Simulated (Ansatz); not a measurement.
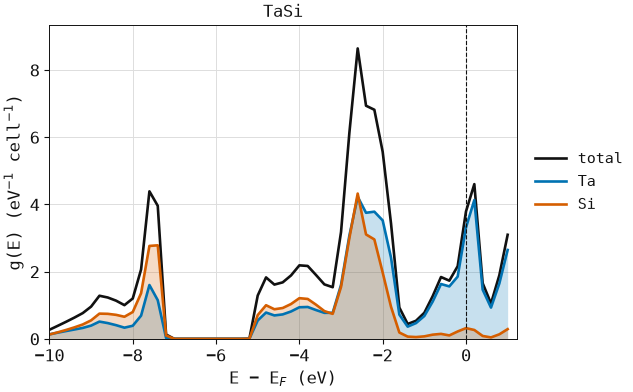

Density of states of TaSi, space group P6_3/mmc, 4 atoms in the cell. Level of theory: DFT, PBE, PAW with Ansatz's default frozen-core files, scalar-relativistic, no spin polarisation, 10×10×6 k mesh, 420 eV cutoff; code Ansatz 0.2.0. Energies are counted from the Fermi level. The partial curves are projected on Löwdin-orthogonalised atomic shells.

It is a metal. The density of states at the Fermi level isn't well fixed here: it changes fast, and within 0.3 eV it runs from 1.9 to 4.6 per eV and cell. By projected weight, the states within 0.3 eV of the Fermi level are Ta almost alone. The tallest peak in the window is at −2.6 eV; by projected weight it is Ta (50 %) and Si (50 %).

Spin-orbit coupling is left out, which matters for Ta.
